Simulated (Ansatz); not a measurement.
Run report: C, single-point calculation

System: C (2 atoms in the cell).
Method: DFT PBEsol+D3(BJ), scalar-relativistic, plane waves, PAW, PAW set soft_1, no spin polarisation (Ansatz 0.2.0).

The structure derives from an entry of the Crystallography Open Database. Figures and captions count atoms from 1; the log counts them from 0 in places.

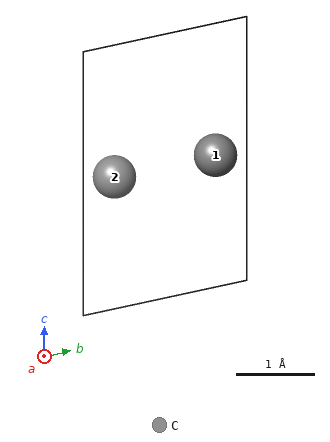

The structure (ball-and-stick view of the cell of the calculation, set on other vectors, along the a axis; atoms are numbered from 1 in the order of the input). Near neighbours in the crystal (not all of them lie inside the picture): C has 3 C at 1.34 to 1.55 Å.

**Input**
```yaml
crystal:
  lattice:
    - [1.2495711806, 0.7214402575, 3.3377940636]
    - [-1.2495711806, 0.7214402575, 3.3377940636]
    - [0.0, -1.4428805149, 3.3377940636]
  atoms:
    - { symbol: C, position: [0.1421744425, 0.1909927899, 0.1665836162] }
    - { symbol: C, position: [0.8578255575, 0.8090072101, 0.8334163838] }
basis:
  ecutwfc: 520.0
kpoints:
  mp_grid: { grid: [15, 15, 15] }
hamiltonian:
  xc: pbesol
  pseudopotentials: { kind: paw, azcp: { folder: soft_1 } }
  dispersion: d3bj
scf:
  occupations: { method: gaussian, width: 0.05 }
output:
  forces: true
  stress: true
  eigenvalues: true
  write_density: true
  write_potential: true
  elf: true
  volumetric_format: npy
```

Run on 1 thread of AMD EPYC (Zen 3), 32 GiB of memory available, shared host.

Launch command:
```bash
ansatz run input.yaml --threads 1 --pin off --max-ram 2048MiB --backend cpu --events-out ev --progress --plain --runs-dir out
```

**Log**
```
Warning: [file] the record states the generating functional pbe (its physics header spells it `PBE`), which answers neither for hamiltonian.xc's functional nor for the pbesol family's — results may be inconsistent (PPs are generated against a specific XC)
basis.fft_grid_basis auto: the FFT boxes are laid along the combinations [[1, -1, 0], [0, 1, 0], [0, -1, 1]] of the cell's own vectors, 2.499, 3.636 and 2.499 Å long. The dense box has 20×30×20 points. Along the cell's own vectors, as sized, it would have 30×30×30, 2.25 times as many. basis.fft_grid_basis: typed keeps the cell's own vectors: state it where this run's energies or levels are differenced outside the engine with another run's, or held beside a run that keeps those vectors. Those combinations have planes normal to reciprocal vector 3, as the cell's own vectors have. Each planar average written beside output.write_density, output.write_potential has a row for each plane of the box: 20. The volumetric files lie along those combinations, not along the cell's own vectors: a cube or XSF file states them, and fields.json those of NumPy files.
Engine: ansatz 0.2.0, x86_64-unknown-linux-gnu
Pseudopotentials: kind: paw
Pseudopotential: C, paw, valence charge 4, recommended cutoff 420 eV (normal), [file]
Functional definition: PBEsol
  exchange = pbesol_x
  correlation = pbesol_c
Crystal: 2 atoms, lattice volume = 18.054 Å³
Basis set: ecut = 520 eV, 517 PW (Γ), FFT grids on a1−a2, a2, −a2+a3, exchange–correlation on 40×60×40 points (8 copies of the dense FFT grid, shifted against one another)
Bands: 8, of which v1, the nominal top of the filled ones, is band 4 counted from 1 (3 counted from 0)
Symmetry: 2 space group operations
Space group: P-1 (ITA 2), of the structure as read, at distance tolerance 2.6e-5 Å
k-points: 1688 of 3375
Non-local potential: C, projectors of the file, l = 0: 2, l = 1: 2, l = 2: 1
PAW form: soft (Blöchl's): semilocal exchange-correlation on the pseudo side does not see the compensation charge
PAW frozen core: C, regenerated for the run's functional, and the local potential with it (the file was generated under x = pbe(κ = 0.804, μ = 0.2195149727645171), c = pbe(β = 0.06672455060314922))
PAW one-centre angular grid: C, 110 points (default); XC on 64 Gauss nodes
Initial density: superposition of atomic densities (chi_scale 0.1, normalization cell)
Initial wavefunctions: pseudopotential atomic-orbital guess
Functional: x = pbesol(κ = 0.804, μ = 0.12345679012345678), c = pbesol(β = 0.046)
SCF iter   1: F=—  HF=-494.182226 eV  |F-HF|=—  |Δ(HF+E_count)|=         —  Δρ=1.23e-1  dr2=2.28e0  ethr=3.10e-3  ⟨swp⟩=4.3  Hψ=89951  notcnv=0
preconditioner: auto → none  [insulator: Δε(μ)=0.099 eV  Ē_g=18.632 eV  σ=0.050 eV  W_gap=0.84  n_scr=2 (ndim 8)  ℏωp=24.7 eV  f_vac=0.000  D(μ)=0.01/eV (n_scr^D=0)  ε∞_Penn≈2.8]
SCF iter   2: F=—  HF=-493.353720 eV  |F-HF|=—  |Δ(HF+E_count)|=   8.29e-1  Δρ=5.18e-2  dr2=3.85e-1  ethr=3.10e-3  ⟨swp⟩=2.5  Hψ=39671  notcnv=0
SCF iter   3: F=—  HF=-493.204849 eV  |F-HF|=—  |Δ(HF+E_count)|=   1.49e-1  Δρ=3.62e-3  dr2=9.12e-4  ethr=3.10e-3  ⟨swp⟩=2.4  Hψ=29766  notcnv=0
SCF iter   4: F=—  HF=-493.205573 eV  |F-HF|=—  |Δ(HF+E_count)|=   7.24e-4  Δρ=3.27e-4  dr2=2.30e-5  ethr=1.14e-5  ⟨swp⟩=2.4  Hψ=33581  notcnv=0
SCF iter   5: F=—  HF=-493.205586 eV  |F-HF|=—  |Δ(HF+E_count)|=   1.33e-5  Δρ=7.08e-5  dr2=5.78e-7  ethr=2.88e-7  ⟨swp⟩=2.8  Hψ=20261  notcnv=0
SCF iter   6: F=-493.205587 eV  HF=-493.205587 eV  |F-HF|=3.36e-9  |Δ(HF+E_count)|=   5.40e-7  Δρ=6.44e-6  dr2=5.54e-9  ethr=1.25e-9  ⟨swp⟩=9.5  Hψ=96602  notcnv=0
SCF 1 converged in 6 iterations: F = -493.205587 eV  dr2 = 5.54e-9
  greatest PAW one-centre occupation: 0.668 electrons in one spin orbital (limit 2), on the C atom at site 1 (counted from 0), in its partial waves of l = 0
```

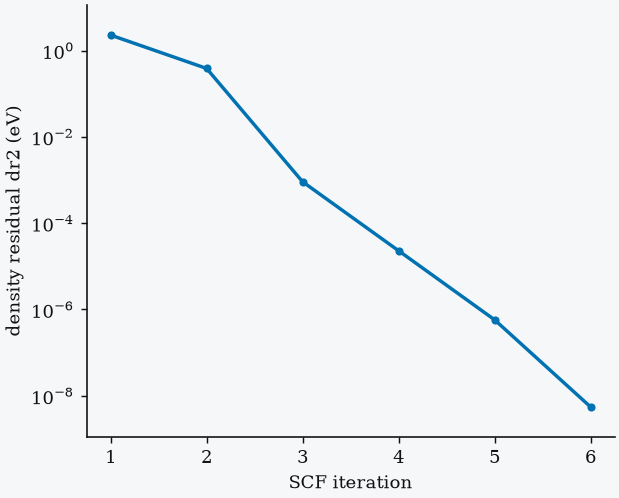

Convergence of the self-consistent field: density residual dr2 against the SCF iteration. The residual falls at every step.

```
SCF converged after 6 iterations
Free energy (F): -493.205587 eV
Harris-Foulkes:  -493.205587 eV  (|F-HF|=3.36e-9)
Internal energy: -493.205561 eV  (E = F + TS)
E sigma→0 (E₀):  -493.205574 eV
Entropy (-TS):   -0.000026 eV (-0.013 meV/atom)
Fermi energy:    6.602584 eV
--- Per-component energies (eV) ---
  E_band       = -18.499893
  E_kinetic    = 174.815025
  E_local      = -286.709627  (includes V_loc(G=0)·N_el)
  E_nonlocal   = 47.033165
  E_hartree    = 88.241225
  E_xc         = -92.537248
  E_vxc        = -114.365798  (∫ρ·V_xc dr)
  E_paw        = -192.286392  (= ΣΔE_a)
  E_vpaw       = -15.755343  (= ΣTr[D̂ρ^β])
  E_aug_tail   = 0.000002  (compensation charges beyond the density's cutoff)
  E_ewald      = -231.583905
  E_disp       = -0.220005  (pairwise vdW)
  E_core_change = 0.042201  (= ΣΔE_core)
  E_smearing   = -0.000026  (= −TS)
  E_closure    = -0.000000  (closes the sum)
  Σ components = -493.205587   (vs F -493.205587, Δ=0.00e0)
--- Forces (eV/Å), atoms counted from 1 ---
  atom   1  C      5.90717228    -0.85688408     0.00424048
  atom   2  C     -5.90717228     0.85688408    -0.00424048
  max |Σ_I F_I| component: 0.00e0 eV/Å
--- Stress (GPa, compression-positive) ---
       -9.382922      -9.934356      -0.050102
       -9.934363     -12.477805       0.026705
       -0.050103       0.026706      -0.443125
  P = ⅓ Tr σ = -7.4346 GPa (-74.346 kbar)
--- Band table (eV; the first three rows and the last of 1688) ---
  k-point 0: bands = ["-12.6637", "0.3668", "2.0094", "5.5417", "10.9339", "12.4701", "16.8151", "17.6252"]
  k-point 1: bands = ["-12.5596", "0.4702", "1.7488", "5.1586", "11.0771", "12.6429", "17.1781", "17.3102"]
  k-point 2: bands = ["-12.2483", "0.7774", "1.0168", "4.2211", "11.5090", "13.0086", "16.2681", "18.2898"]
  k-point 1687: bands = ["-8.0454", "-5.3023", "-0.2437", "3.8339", "10.0190", "13.3858", "18.1623", "19.3238"]
```

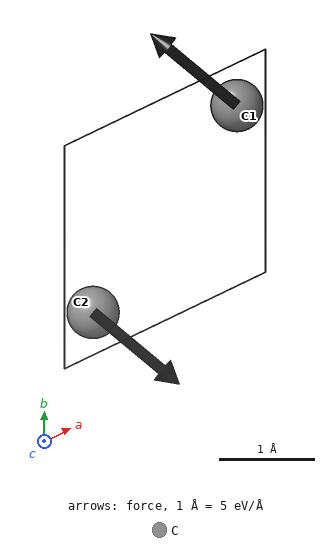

Forces on the atoms as black arrows (ball-and-stick view of the cell of the calculation, set on other vectors, along the c axis; atoms are numbered from 1 in the order of the input). The largest act on C1, C2 (5.97 eV/Å). The geometry is not a stationary point of this energy.

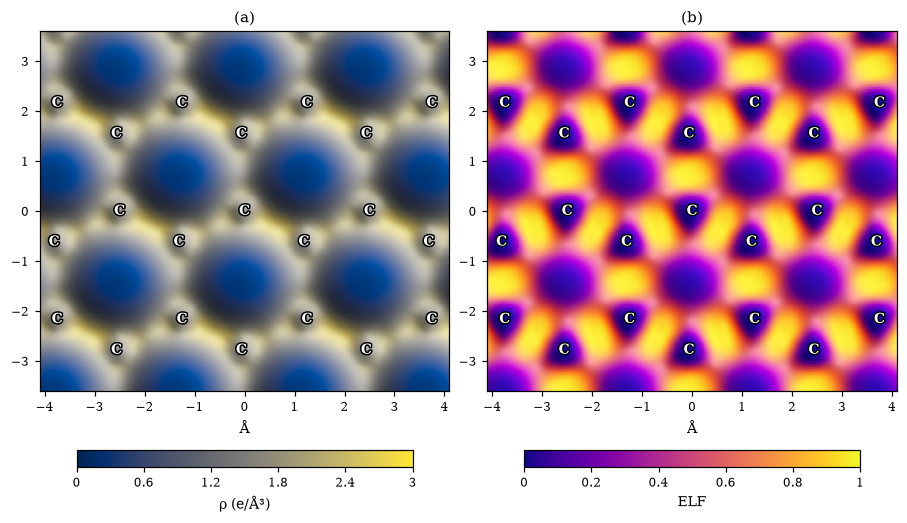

(a) valence electron density; (b) ELF on the (001) plane of the conventional cell. The section cuts through C sites. C–C (1.34 Å): ρ at the midpoint is about 2.4 e/Å³, a local maximum along the line; the ELF peaks at about 0.95 between the atoms (inside overlapping PAW spheres, so only a guide) (a multiple bond by its length, whose ELF region spreads away from the axis). C–C (1.45 Å): ρ at the midpoint is about 1.9 e/Å³; the ELF peaks at about 0.95 between the atoms (localised, shared-pair bonding). C–C (1.55 Å): ρ is about 1.6 e/Å³ halfway; the ELF peaks at about 0.95 between the atoms, which marks a shared electron pair. Away from the nuclei the density in this plane falls to 0.15 e/Å³ at its lowest. Core electrons are frozen (PAW), so the fields are smoothed inside the atomic spheres.

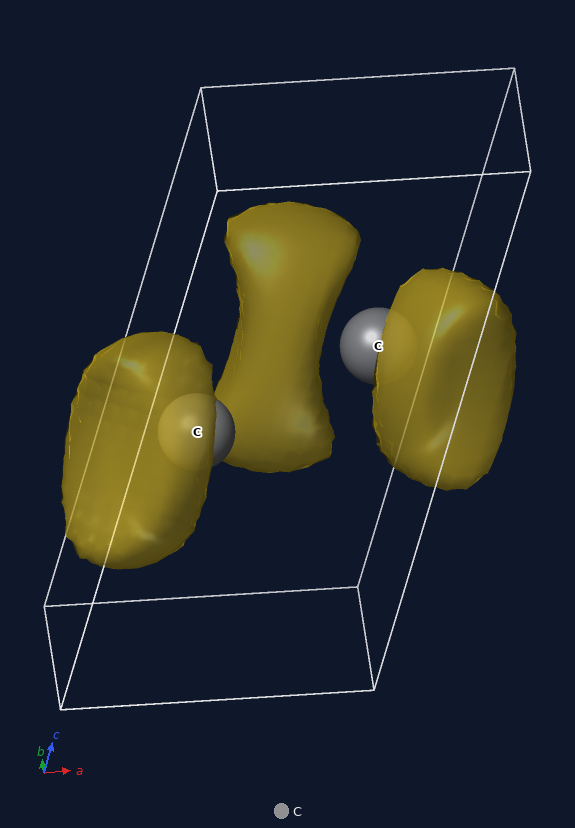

Isosurface of the electron localisation function at 0.7 (yellow), seen at an oblique angle. Only the valence region is drawn (cores and ρ < 0.01 e/Å³ removed). Sticks mark near contacts. The outline is the cell set on symmetry axes. Along the contacts the grid gives the following. C–C (1.34 Å): the ELF peaks at about 0.95 between the atoms (inside overlapping PAW spheres, so only a guide); a double or triple bond. C–C (1.45 Å): the ELF peaks at about 0.95 between the atoms, which marks localised, shared-pair bonding.

**Summary**

| quantity | value |
| --- | --- |
| outcome | converged |
| space group (tolerance 0.01 Å) | P-1 (2) |
| electrons treated | 8 |
| free energy | −493.2056 eV |
| Fermi energy | 6.603 eV |
| gap on the k-point mesh | 0.09 eV |
| pressure | −7.43 GPa |
| largest force (length of the vector) | 5.969 eV/Å |
| wall time | 28 s |
| peak memory | 0.67 GiB |

**Notes**

The program warns: the PAW datasets were made with another functional.
